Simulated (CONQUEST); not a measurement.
**Energy of Au along an even scaling of the cell**

System: Au (Fm-3m, 2 atoms in the cell).
Method: Kohn-Sham DFT of a periodic cell, PBEsol, PseudoDojo NC PBEsol, no spin polarisation (CONQUEST 1.3).

The 7 runs differ only in the geometry, by an even scaling of the cell at fixed fractional positions. The structure derives from an entry of the Crystallography Open Database.

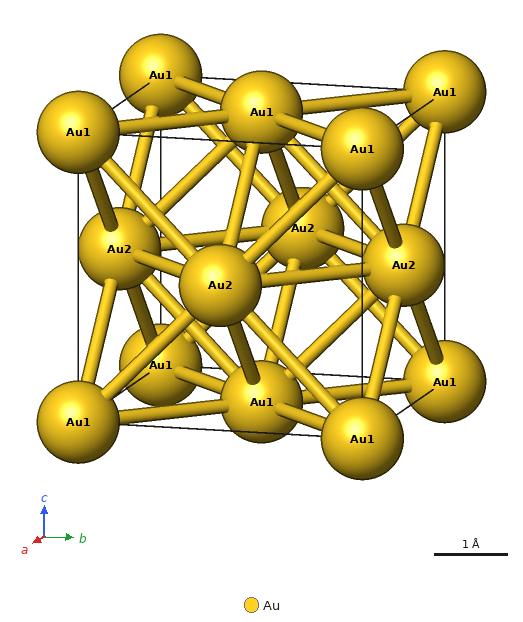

Figure 1. The structure of run 4 (ball-and-stick view of the cell 2 times as large as that of the calculation, set on its symmetry axes, seen slightly off an axis; atoms are numbered from 1 in the order of the input). An atom can appear more than once, as a periodic image.

**Input of run 4**
```
IO.Title Au
IO.Coordinates coords.dat
IO.FractionalAtomicCoords T
IO.Iprint 2
IO.Iprint_init 1
General.NumberOfSpecies 1
General.PseudopotentialType hamann
AtomMove.TypeOfRun static
AtomMove.FullStress T
Grid.PointsAlongX 32
Grid.PointsAlongY 32
Grid.PointsAlongZ 40
DM.SolutionMethod diagon
Diag.MPMesh T
Diag.GammaCentred T
Diag.MPMeshX 9
Diag.MPMeshY 9
Diag.MPMeshZ 7
Diag.kT 0.00183747
minE.SCTolerance 1e-6
SC.MaxIters 100
IO.AtomChargeOutput T
%block ChemicalSpeciesLabel
1 196.970 Au
%endblock
```

Command:
```bash
OMP_NUM_THREADS=1 Conquest
```

Lattice vectors (Å) and fractional positions of run 4:
```
   2.877925    0.000000    0.000000
   0.000000    2.877925    0.000000
   0.000000    0.000000    4.070000
Au  0.000000  0.000000  0.000000
Au  0.500000  0.500000  0.500000
```

Run 3 has the same physical settings and fractional positions; its lattice vectors (Å) are:
```
   2.858609    0.000000    0.000000
   0.000000    2.858609    0.000000
   0.000000    0.000000    4.042684
```

**Results, with one run withheld**

| run | volume per atom (Å³) | free energy per atom, from the lowest run given (meV) | pressure (GPa) |
| --- | --- | --- | --- |
| 1 | 15.843 | 57.15 | 16.37 |
| 2 | 16.181 | 27.94 | 11.24 |
| 3 | 16.518 | ? | ? |
| 4 | 16.855 | 1.86 | 2.57 |
| 5 | 17.192 | 0.00 | −0.93 |
| 6 | 17.529 | 5.51 | −4.19 |
| 7 | 17.866 | 17.35 | −6.76 |

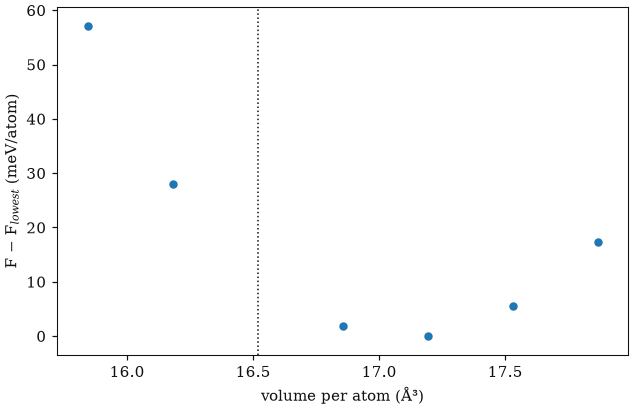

Figure 2. Free energy per atom of the runs given; the dotted line marks run 3.

What should run 3 give?

A cubic polynomial in V^(−2/3) (the Birch–Murnaghan form), fitted to the 6 runs given, misses them by at most 0.54 meV per atom. With x = V^(−2/3) − 0.15193 Å⁻², it reads F = 0.90097 + 2038.5 x + 9.2654e+05 x² + 7.9932e+06 x³ (meV per atom). At run 3 it gives 10.27 meV per atom, and the run itself gives 10.61. The slope of the fit gives a pressure −dF/dV of 6.31 GPa there, and the run prints 5.86 GPa. The two needn't agree exactly: the fit is approximate, and the printed stress is taken on a finite basis. The fit has its minimum at 17.074 Å³ per atom, where V d²F/dV² gives 171 GPa: the bulk modulus at this level, since symmetry fixes the shape and the positions.

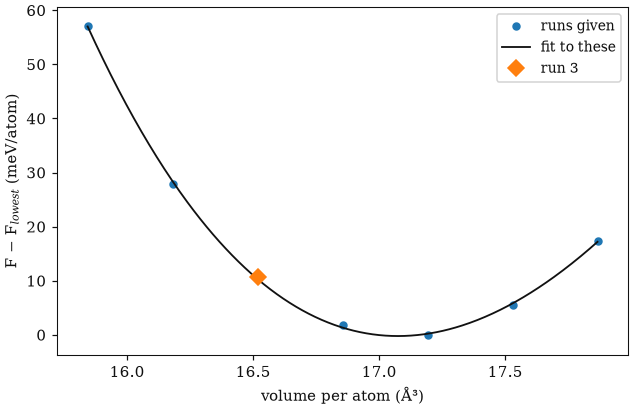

Figure 3. The fit and the withheld run.

**Some lines of the output (run 3)**
```
[...]
      Using Fermi-Dirac smearing
          Free Energy (E-TS)               :      -294.850443667690001 Ha
          DFT Total Energy                 :      -294.793729193478555 Ha
          Free Energy (E-TS)               :      -294.822755424367188 Ha
          DFT Total Energy                 :      -294.822176857298587 Ha
          Free Energy (E-TS)               :      -294.822503174119788 Ha
          DFT Total Energy                 :      -294.822213430968873 Ha
          Free Energy (E-TS)               :      -294.822443153714005 Ha
          DFT Total Energy                 :      -294.822219137646016 Ha
          Free Energy (E-TS)               :      -294.822443004427384 Ha
          DFT Total Energy                 :      -294.822218999466315 Ha
      | Free Energy as E-TS      =      -294.822443004427384 Ha
      |* DFT total energy        =      -294.822218999466315 Ha
    force: Average pressure:      5.85607068 GPa
```

Notes: Spin–orbit coupling is left out, which matters for Au. With a small basis of atomic orbitals these values can differ much from converged plane-wave results.
